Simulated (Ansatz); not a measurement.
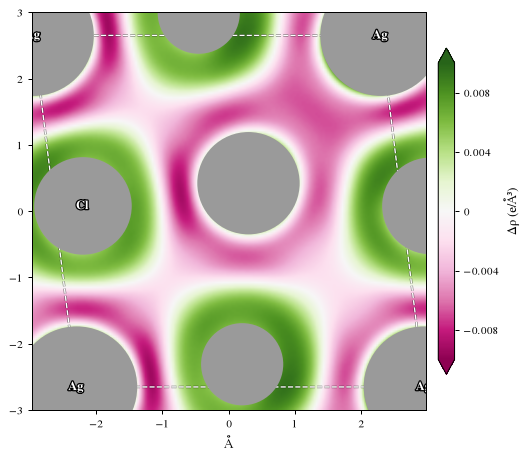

AgCl: difference of two self-consistent densities at the same geometry, ρ(r2SCAN) − ρ(PBE), on the (110) plane of the conventional cell. Grey discs cover the cores, where the PAW densities can't be compared. Cores are masked to 0.9 Å (Ag) and 0.7 Å (Cl).

Space group P2_1/m; not relaxed (largest force 0.9 eV/Å).

Both runs: Ansatz, scalar-relativistic, plane waves and PAW, same cutoff, k-points and PAW files (made with PBE).

What differs between the two levels of theory?

Answer. Against PBE, and outside the masked cores, the largest gain, 0.009 e/Å³, lies 0.9 Å from a chlorine nucleus, and the largest loss, 0.010 e/Å³, lies 1.1 Å from a silver nucleus and 1.4 Å from a chlorine one.
- Bader charges are Ag +0.54 and Cl −0.54 e with PBE and Ag +0.59 and Cl −0.59 e with r2SCAN.
- At this volume the pressure is 10 GPa with PBE and 9 GPa with r2SCAN.
- The gap on the mesh is 0.76 eV with PBE and 1.34 eV with r2SCAN.

Run times: 91 s (r2SCAN) and 68 s (base cell), on 1 thread of Arm Neoverse N1 (shared host).
